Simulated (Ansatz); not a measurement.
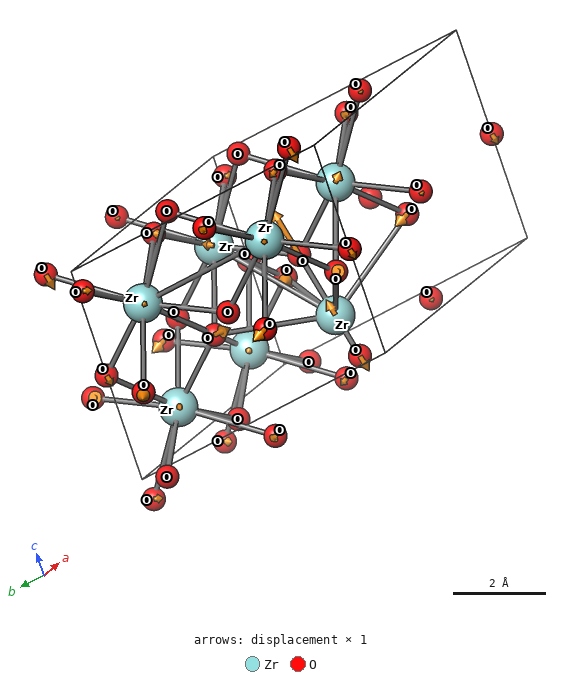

A relaxation of a defect cell of composition Zr$_{7}$O$_{16}$ (started half-way along a vacancy jump, in the symmetry of that start). The starting structure is drawn; orange arrows show the displacements, at their true length.

Style: ball-and-stick. Shown: the cell of the calculation (origin shifted), from a free direction.

These are results of DFT PBEsol, scalar-relativistic, plane waves, PAW in Ansatz, not measurements. Set-up: plane-wave cutoff 420 eV; k-point mesh 4 × 4 × 4; occupations gaussian; smearing width 0.05 eV; no spin polarisation; atoms relaxed in a fixed cell; force threshold 0.02 eV/Å; at most 60 steps.

Which element moves most?

Oxygen: up to 1.18 Å, against 0.42 Å for zirconium.

Describe the change and its energy.

The atom that moves furthest is an O atom (1.18 Å along [1 1 2]). By element the largest moves are O 1.18 Å, Zr 0.42 Å. The cell stays as it was. Near-neighbour distances that change, for instance: O–O 2.589 → 1.450 Å, O–Zr 1.043 → 1.876 Å, O–Zr 1.545 → 2.311 Å, O–Zr 2.741 → 2.173 Å. Bond angles that change, for instance: Zr–O–Zr 119.6° → 177.9°, Zr–O–Zr 120.2° → 91.1°, Zr–O–Zr 119.6° → 96.7°. Over 11 accepted moves (13 points after the start) the energy falls by 50.027 eV per cell of the calculation. The largest force component goes from 220 to 0.019 eV/Å. The line search rejected the trial step at point 8 of the run. 1 step only repeated the SCF at the same geometry.

Limits of the set-up: the periodic images lie only 7.2 Å apart, so the values are limited by the cell's size.
